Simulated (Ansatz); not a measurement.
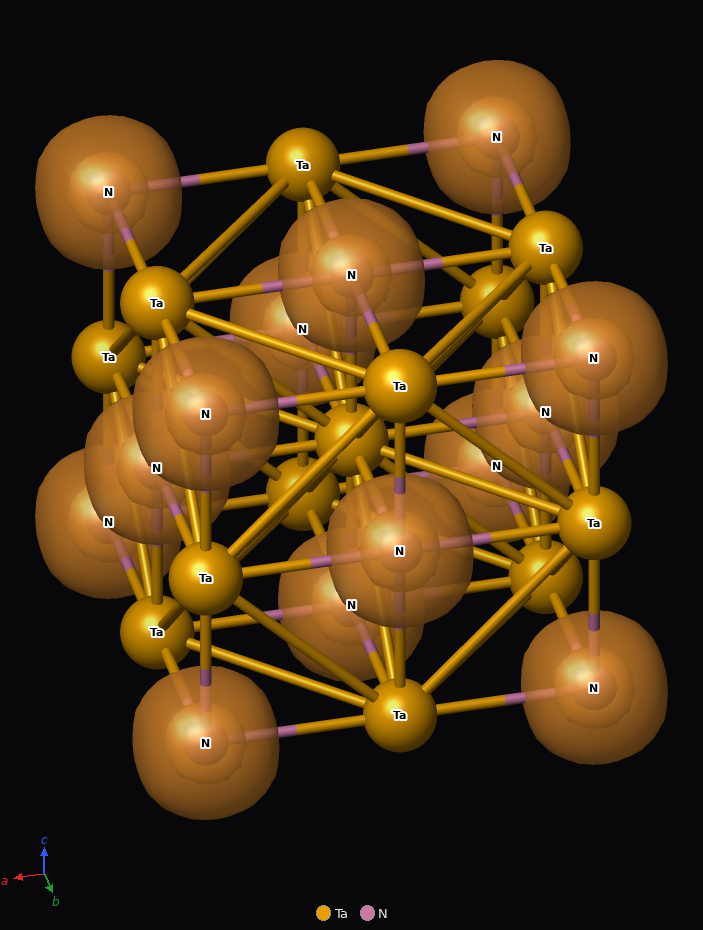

*TaN. Isosurface of the ELF at 0.7 (orange), seen at an oblique angle. Only the valence region is drawn (cores and ρ < 0.01 e/Å³ removed). Sticks mark near contacts.*

Space group Fm-3m.

All numbers below come from Ansatz 0.2.0, DFT PBE, scalar-relativistic, plane waves, PAW.

Core electrons are frozen (PAW), and the valence fields are smoothed inside the atomic spheres.

**What do the ELF domains correspond to?**

The ELF exceeds this value in four regions wrapped around N (the valence shell of each), counted in one cell of 8 atoms. Any copies at cell faces, edges or corners count once. Along the contacts the grid gives the following. Ta–N (2.21 Å): the ELF peaks at about 0.80 in the valence shell of N, 0.6 Å from its nucleus, and is about 0.15 at the midpoint: no shared electron pair shows on this line. Ta–Ta (3.12 Å): the ELF is about 0.20 at the midpoint (no shared electron pair shows on this line).
